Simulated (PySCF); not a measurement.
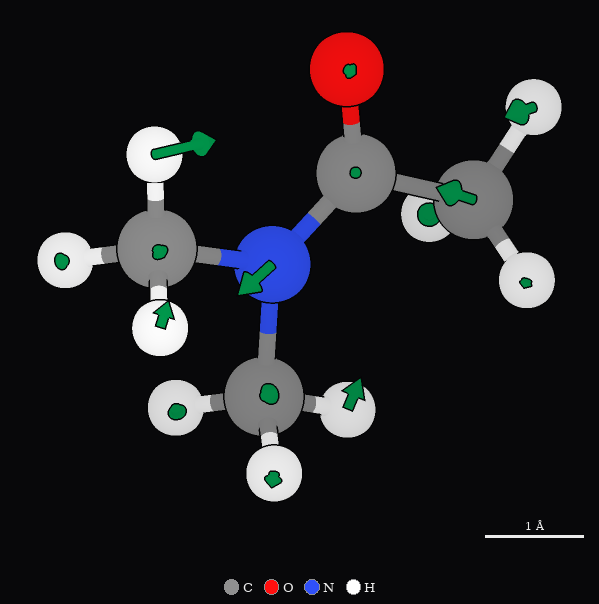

A relaxation of C4H9NO. The starting structure is drawn; green arrows show the displacements, magnified 5 times. The two geometries are superimposed by the best rigid fit.

The picture is a ball-and-stick view, seen at a tilt.

The start comes from MMFF94s. Its atoms were then displaced at random by about 0.03 Å.

Theory: PBE0-D3(BJ)/def2-SVP geometry optimisation, gas phase in PySCF. 

Describe the change and its energy.

Over 9 geometry steps the energy falls by 98.6 kJ/mol. The atom that moves furthest after the best rigid fit is an H atom (0.18 Å). By element the largest moves are H 0.18 Å, C 0.11 Å, N 0.11 Å, O 0.03 Å. Among the contacts that change: C–N 1.543 → 1.441 Å, C–N 1.271 → 1.372 Å, C–C 1.609 → 1.515 Å, C–H 1.008 → 1.101 Å. Among the angles between lasting bonds that change: C–C–H 104.7° → 112.0°, H–C–H 115.2° → 108.0°, C–N–C 109.6° → 115.8°. Cost: 60 s on 1 thread of Arm Neoverse V1, with other jobs on the host.
